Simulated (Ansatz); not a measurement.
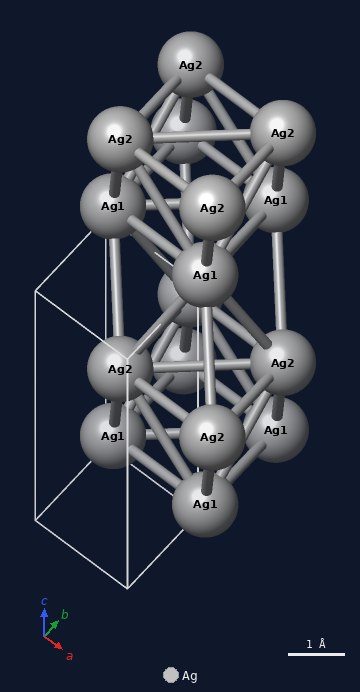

Reference structure: a symmetric starting cell of Ag. A ball-and-stick model of the cell of the calculation, repeated 2 × 2 × 2 with one cell outlined, seen from a free direction.

Theory: Ansatz 0.2.0, DFT r2SCAN, scalar-relativistic, plane waves, PAW. (plane-wave cutoff 500 eV; k-point mesh 18 × 18 × 10; occupations gaussian; smearing width 0.1 eV; no spin polarisation)

The variant: The cell is strained by +0.4 % along c and +3.4 % across it (volume +7.5 %), the atoms keeping their fractional coordinates. No relaxation follows. The starting cell wasn't computed here and needn't be at equilibrium, so pressure and forces aren't due to the change alone.

Predict the response.

Answer. The pressure is −7.6 GPa (not all of it need come from the change, since the unchanged cell can be under pressure at this level too). The principal stresses (compression positive) are −6.6 GPa along c and −8.1 GPa across it. All forces vanish by symmetry. Among the bonded contacts that change: Ag–Ag 2.931 → 2.975 to 3.031 Å. The space group stays P6_3/mmc (No. 194).

The changed structure in the same view:

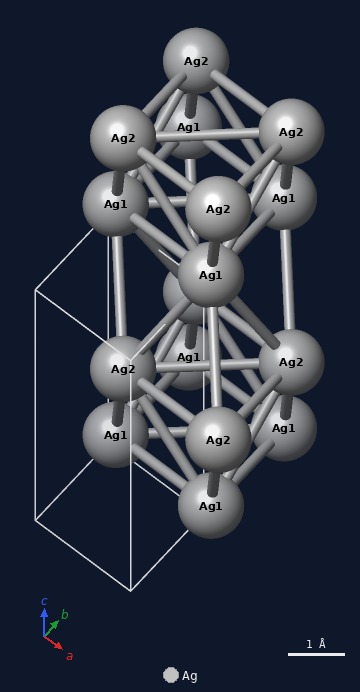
